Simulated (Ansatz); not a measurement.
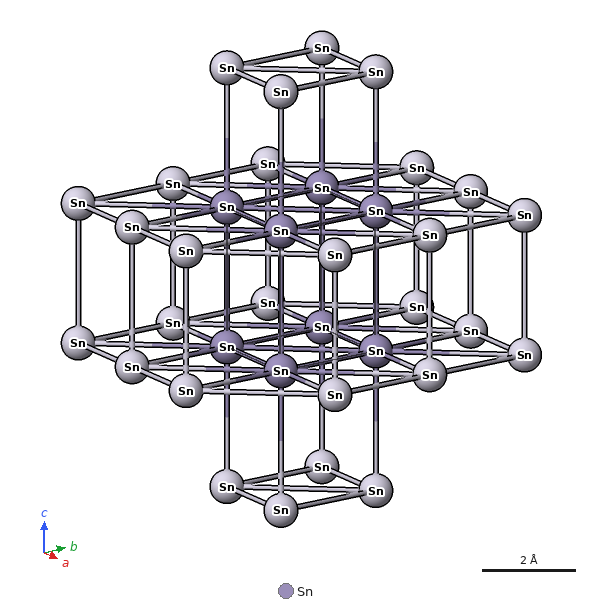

An orthographic ball-and-stick view of the structure, slightly off an axis. Atoms at the boundary of the conventional unit cell (the box) are drawn once for each face, edge or corner they touch. Every bond is drawn to its end, so some atoms lie outside the box, in fainter colours.

Sn, simple hexagonal, space group P6/mmm (No. 191), a = 3.268 Å, b = 3.268 Å, c = 3.073 Å, α = 90.00°, β = 90.00°, γ = 120.00°. Origin of the cell: a structure type filled with this element by a generator (whether the element takes this form wasn't checked). Earlier steps of the study, as a rule a relaxation of our own, may have changed the cell and positions, so they can lie some per cent off the listed ones. It went into a calculation with Ansatz.

This one geometry was computed with Ansatz (DFT, plane waves, PAW) at three levels of theory: PBEsol, r2SCAN and PBE.

**Which level gives the highest pressure at this volume, and what does that say about its equilibrium volume?**

Highest: PBE (0.0 GPa), which points to the largest equilibrium volume. Lowest, with the smallest volume: PBEsol (-2.7 GPa). Levels within 0.5 GPa of each other can't be told apart.

**How does the band gap change with the level of theory?**

All levels give a metal.

**Collect the results in a table.**

| level | cutoff (eV) | k-mesh of the run's cell | gap (eV) | pressure (GPa) |
| --- | --- | --- | --- | --- |
| PBEsol | 420 | 18×18×18 | metal | -2.7 |
| r2SCAN | 500 | 18×18×18 | metal | -1.5 |
| PBE | 420 | 18×18×18 | metal | 0.0 |

Gaps are taken on the k-mesh or band path of each run.
